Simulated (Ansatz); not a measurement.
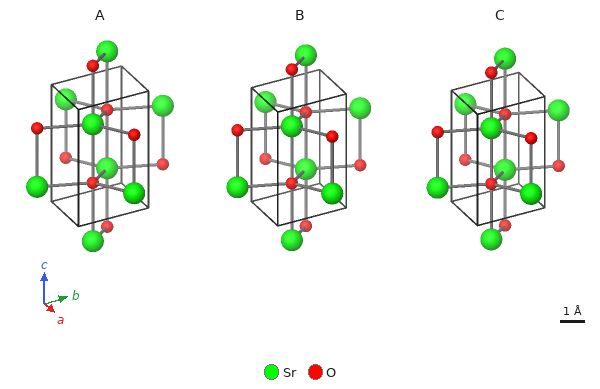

3 geometries from one relaxation of a crystal of SrO (built on the h-MgO (five-fold) type), in shuffled order. A ball-and-stick model of the cell of the calculation, seen slightly off an axis.

All numbers below come from Ansatz 0.2.0, DFT, LDA, plane waves, PAW. Settings: plane-wave cutoff 420 eV; k-point mesh 6 × 6 × 4; occupations fermi dirac; smearing width 0.02 eV; no spin polarisation; cell and atoms relaxed; force threshold 0.005 eV/Å.

**Put them in the order of the run, from the start to the converged end.**

A, C, B. They are steps 0, 1, 6, at +26.0 meV per atom, +11.2 meV per atom relative to the last. No atom moves by more than 0.005 Å relative to the cell. The volume changes by −7.1 %, with a = b 4.290 → 4.189 Å (−2.3 %), c 5.185 → 5.050 Å (−2.6 %). Near-neighbour distances that change, for instance: Sr–Sr 3.585 → 3.497 Å, O–Sr 2.592 → 2.525 Å, O–Sr 2.477 → 2.419 Å. The space group stays P6_3/mmc (No. 194). Over 4 accepted moves (6 points after the start) the energy falls by 26.0 meV per atom. All forces vanish by symmetry, so only the cell relaxes. The pressure goes from −5.28 to −0.01 GPa. At 2 points the geometry stayed and the basis and grid were re-selected for the new cell (energy shift of 2.7 meV per atom at most each time). Cost: 7.8 s on 2 threads of Intel(R) Xeon(R) Processor @ 2.70GHz, on a shared host, peak memory 0.36 GiB.
